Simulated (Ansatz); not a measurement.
Structure data:

```cif
data_structure
_symmetry_space_group_name_H-M 'P 1'
_symmetry_Int_Tables_number 1
_cell_length_a 5.6749
_cell_length_b 5.6749
_cell_length_c 5.6749
_cell_angle_alpha 90.000
_cell_angle_beta 90.000
_cell_angle_gamma 90.000
_cell_volume 182.75
loop_
_atom_site_label
_atom_site_type_symbol
_atom_site_fract_x
_atom_site_fract_y
_atom_site_fract_z
_atom_site_occupancy
Ge1 Ge 0.00000 0.00000 0.00000 1
Ge2 Ge 0.25000 0.75000 0.75000 1
Ge3 Ge 0.00000 0.50000 0.50000 1
Ge4 Ge 0.25000 0.25000 0.25000 1
Ge5 Ge 0.50000 0.00000 0.50000 1
Ge6 Ge 0.75000 0.75000 0.25000 1
Ge7 Ge 0.50000 0.50000 0.00000 1
Ge8 Ge 0.75000 0.25000 0.75000 1
```

Question: Interpret the file: composition, symmetry and coordination.

Answer: The element is germanium. The lattice is face-centred cubic and the space group Fd-3m (No. 227). Type of structure: diamond. The cell holds eight atoms. The coordination shell of Ge holds four Ge in a tetrahedral arrangement at 2.46 Å. The bonds build a three-dimensional framework.

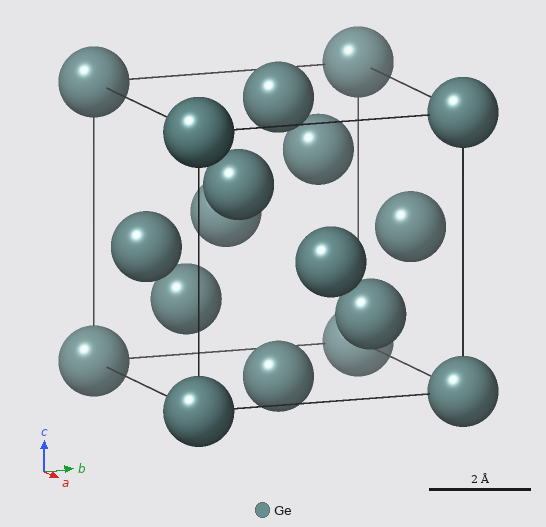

We look at a spheres-only model of the crystal slightly off an axis. The lines enclose the conventional unit cell; boundary atoms appear with their images. Colours: germanium teal.

Provenance: a structure listed in the Materials Project. Earlier steps of the study may have refined or changed the cell and positions. It was run through Ansatz as a DFT input.
